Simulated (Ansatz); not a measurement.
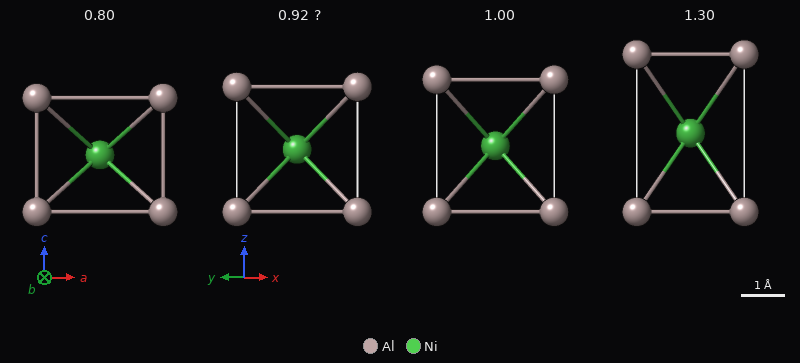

Solid AlNi (Cmmm): the ratio of the cell's length along z to its lengths across, counted as 1 for the reference, is changed at fixed volume (a c/a path), with the atoms kept at their fractional coordinates. x, y and z are the Cartesian axes of the input. A ball-and-stick model of the cell of the calculation, seen along the b axis.

Method: DFT PBEsol, scalar-relativistic, plane waves, PAW in Ansatz. (plane-wave cutoff 420 eV; k-point mesh 20 × 20 × 18; occupations gaussian; smearing width 0.15 eV; no spin polarisation). Energies (free energies at the smearing named) are counted from the cell as listed in its source, which wasn't relaxed.

| axial ratio over its reference value | ΔE (meV/atom) |
| --- | --- |
| 0.80 | 5.5 |
| 0.85 | −16.8 |
| 0.92 | ? |
| 0.96 | −11.1 |
| 1.00 | 0.0 |
| 1.05 | 17.7 |
| 1.10 | 38.7 |
| 1.20 | 91.8 |
| 1.30 | 169.4 |

> One row is withheld. What is its energy?

A straight line between the two neighbours gives −13.2 meV/atom. A cubic through the four nearest rows (0.80, 0.85, 0.96, 1.00) gives, with Lagrange weights, (−0.1400)(5.5) + (0.4655)(−16.8) + (0.9545)(−11.1) + (−0.2800)(0.0) = −19.2 meV/atom. The calculation gives −18.5 meV/atom, so the cubic is 0.7 meV/atom too low and the straight line 5.3 meV/atom too high, as the curve bends upwards here.

The whole profile:

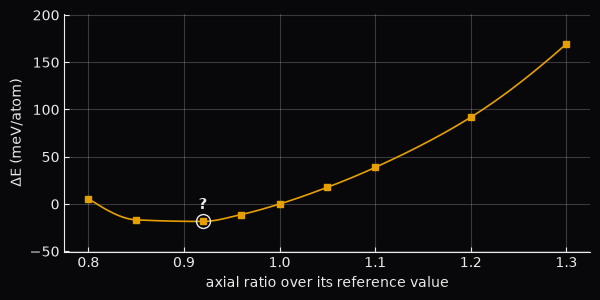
